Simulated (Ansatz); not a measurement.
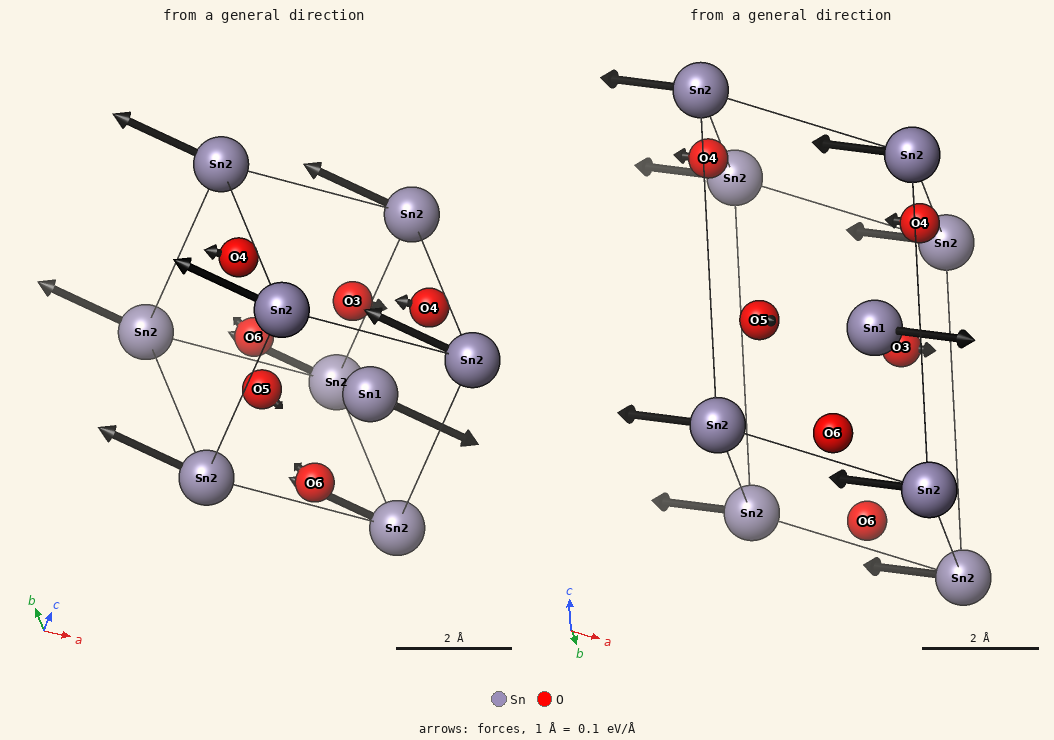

We look at a spheres-only model of the crystal from two general directions. The parallelepiped is the cell (the run's own, in a reduced setting). The arrows are the computed forces on the atoms.

System: SnO₂. Theory: Ansatz, DFT LDA, scalar-relativistic, plane waves, PAW. Numerical settings: an energy cutoff of 420 eV, k-points about 0.22 Å⁻¹ apart, Gaussian smearing of 0.05 eV, no spin polarisation.

Would an optimiser stop at this geometry?

Answer. No. The atoms still feel forces of up to about 0.17 eV/Å, above a usual threshold of 0.01 to 0.03 eV/Å.

Which atom has the biggest force on it?

Answer. Sn1 and Sn2, about 0.17 eV/Å.

It derives from a structure listed in the Materials Project. The cell was then strained or its atoms displaced on purpose. An electronic-structure calculation with Ansatz was run on it.
